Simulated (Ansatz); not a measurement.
## A series of single points on Cd

System: Cd (R-3m, 1 atom in the cell).
Method: Kohn-Sham DFT of a periodic cell, PBE, all-electron LAPW, scalar-relativistic, no spin polarisation (Ansatz 0.2.0).

The 7 runs differ only in the geometry, by an even scaling of the cell at fixed fractional positions. The structure derives from a Materials Project entry.

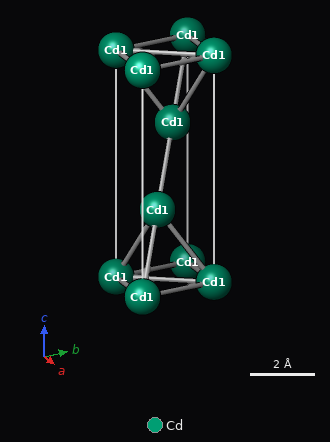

Figure 1. The structure of run 4 (ball-and-stick view of the cell 3 times as large as that of the calculation, set on its symmetry axes, seen slightly off an axis; atoms are numbered from 1 in the order of the input).

### Input of run 4
```yaml
crystal:
  lattice:
    - [1.6080291515, 0.9283960635, 2.44928741]
    - [-1.6080291515, 0.9283960635, 2.44928741]
    - [0.0, -1.856792127, 2.44928741]
  atoms:
    - { symbol: Cd, position: [0.0, 0.0, 0.0] }
kpoints:
  mp_grid: { grid: [10, 10, 10] }
scf:
  occupations: { method: fermi_dirac, width: 0.05 }
hamiltonian:
  xc: pbe
  pseudopotentials: { kind: all_electron, lapw: { basis_error: 0.0005 } }
output:
  forces: true
  stress: true
  eigenvalues: true
```

Command:
```bash
ansatz run input.yaml --threads 1 --pin off --max-ram 2560MiB --backend cpu --events-out ev --progress --plain --runs-dir out
```

Run 5 differs from it as follows:
```diff
-    - [1.6080291515, 0.9283960635, 2.44928741]
-    - [-1.6080291515, 0.9283960635, 2.44928741]
-    - [0.0, -1.856792127, 2.44928741]
+    - [1.6186786615, 0.934544561, 2.4655083291]
+    - [-1.6186786615, 0.934544561, 2.4655083291]
+    - [0.0, -1.869089122, 2.4655083291]
```

### Results, with one run withheld

```tsv
run	volume per atom (Å³)	free energy per atom, from the lowest run given (meV)	pressure (GPa)
1	20.623	37.79	5.94
2	21.062	23.54	4.49
3	21.500	13.03	3.21
4	21.939	5.85	2.06
5	22.378	?	?
6	22.817	0.00	0.16
7	23.255	0.67	−0.63
```

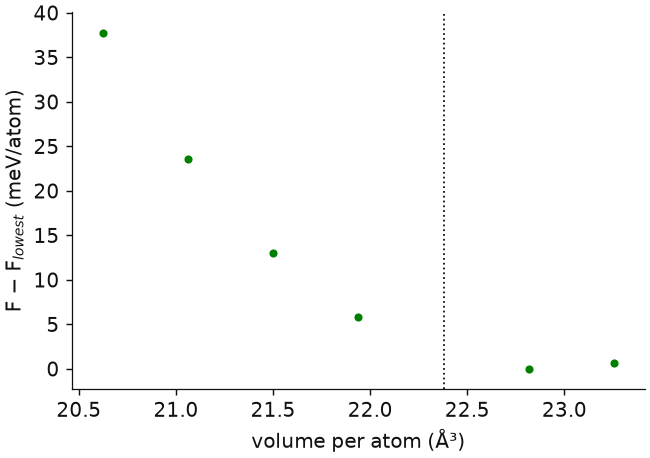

Figure 2. Free energy per atom of the runs given; the dotted line marks run 5.

Fit the runs given and predict run 5.

A cubic polynomial in V^(−2/3) (the Birch–Murnaghan form), fitted to the 6 runs given, misses them by at most 0.01 meV per atom. With x = V^(−2/3) − 0.12801 Å⁻², it reads F = 7.2901 + 3709.8 x + 4.7863e+05 x² + 2.4406e+06 x³ (meV per atom). At run 5 it gives 1.62 meV per atom, and the run itself gives 1.62. The slope of the fit gives a pressure −dF/dV of 1.05 GPa there, and the run prints 1.05 GPa. The fit has its minimum at 22.898 Å³ per atom, where V d²F/dV² gives 43 GPa. Cell shape and fractional positions are held, so this is the stiffness under even scaling; the relaxed bulk modulus wasn't computed.

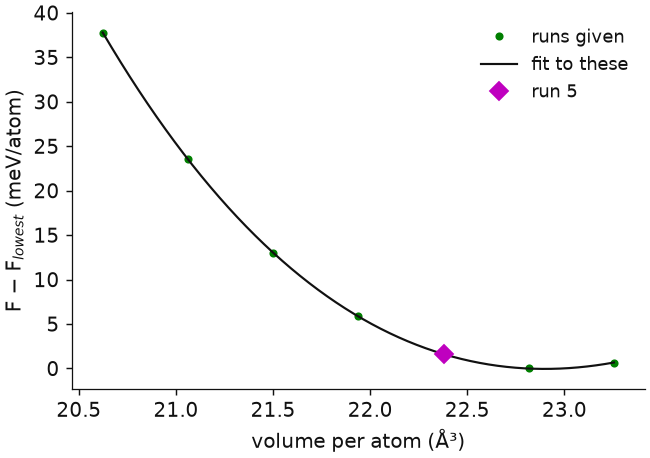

Figure 3. The fit and the withheld run.

### Output, shortened to warnings, some set-up lines, iterations and results (run 5)
```
Basis set: ecut = 220.03746776107755 eV, 167 PW (Γ), exchange–correlation at level 2
Symmetry: 12 space group operations
k-points: 116 of 1000
Initial density: superposition of atomic densities (chi_scale 0.1, normalization cell)
[...]
SCF iter   1: F=—  HF=-152235.481898 eV  |F-HF|=—  |Δ(HF+E_count)|=         —  Δρ=1.08e-2  dr2=1.87e-2  ethr=9.26e-5  ⟨swp⟩=3.2  Hψ=11678  notcnv=0
SCF iter   2: F=—  HF=-152235.440523 eV  |F-HF|=—  |Δ(HF+E_count)|=   4.14e-2  Δρ=3.72e-3  dr2=2.15e-3  ethr=9.26e-5  ⟨swp⟩=2.0  Hψ=4913  notcnv=0
SCF iter   3: F=—  HF=-152235.436546 eV  |F-HF|=—  |Δ(HF+E_count)|=   3.98e-3  Δρ=2.46e-3  dr2=9.36e-4  ethr=1.08e-5  ⟨swp⟩=2.0  Hψ=4564  notcnv=0
SCF iter   4: F=—  HF=-152235.436794 eV  |F-HF|=—  |Δ(HF+E_count)|=   2.48e-4  Δρ=1.07e-3  dr2=1.78e-4  ethr=4.68e-6  ⟨swp⟩=2.0  Hψ=4561  notcnv=0
SCF iter   5: F=—  HF=-152235.436806 eV  |F-HF|=—  |Δ(HF+E_count)|=   1.24e-5  Δρ=2.33e-4  dr2=8.38e-6  ethr=4.19e-8  ⟨swp⟩=2.0  Hψ=7820  notcnv=0
SCF iter   6: F=—  HF=-152235.436809 eV  |F-HF|=—  |Δ(HF+E_count)|=   2.29e-6  Δρ=2.50e-5  dr2=9.58e-8  ethr=4.19e-8  ⟨swp⟩=2.0  Hψ=4561  notcnv=0
SCF iter   7: F=-152235.436809 eV  HF=-152235.436809 eV  |F-HF|=2.04e-10  |Δ(HF+E_count)|=   4.44e-8  Δρ=1.41e-6  dr2=3.01e-10  ethr=4.79e-10  ⟨swp⟩=2.6  Hψ=4640  notcnv=0
SCF 1 converged in 7 iterations: F = -152235.436809 eV  dr2 = 3.01e-10
SCF converged after 7 iterations
Free energy (F): -152235.436809 eV
Harris-Foulkes:  -152235.436809 eV  (|F-HF|=2.04e-10)
Internal energy: -152235.434788 eV  (E = F + TS)
E sigma→0 (E₀):  -152235.435798 eV
Entropy (-TS):   -0.002021 eV (-2.021 meV/atom)
Fermi energy:    15.078674 eV
--- Per-component energies (eV) ---
  E_band       = -383.637167
  E_kinetic    = 159476.618840
  E_xc         = -4209.563438
  E_electrostatic = -307502.490190  (all electrons and nuclei)
  E_smearing   = -0.002021  (= −TS)
  E_closure    = 0.000000  (closes the sum)
  E_atoms      = -152234.696607  (free atoms, spherical and without spin; not in F)
  Σ components = -152235.436809   (vs F -152235.436809, Δ=0.00e0)
  Basis errors (estimates in eV, not in F): energy 1.1e-4 per atom: plane waves 1.1e-4 (5.5e-5 summed), levels above the bands 4.4e-103, relativity 1.1e-8, radial functions 2.4e-6, core shells 2.0e-8; eigenvalues (radial functions only) 5.7e-6; not estimated: angular momenta, meshes, grids; target …
--- Forces (eV/Å), atoms counted from 1 ---
  atom   1  Cd     0.00000000    -0.00000000     0.00000000
  max |Σ_I F_I| component: 4.11e-33 eV/Å
--- Stress (GPa, compression-positive) ---
        0.831897      -0.000000      -0.000000
       -0.000000       0.831897       0.000000
       -0.000000       0.000000       1.483349
  P = ⅓ Tr σ = 1.0490 GPa (10.490 kbar)
```
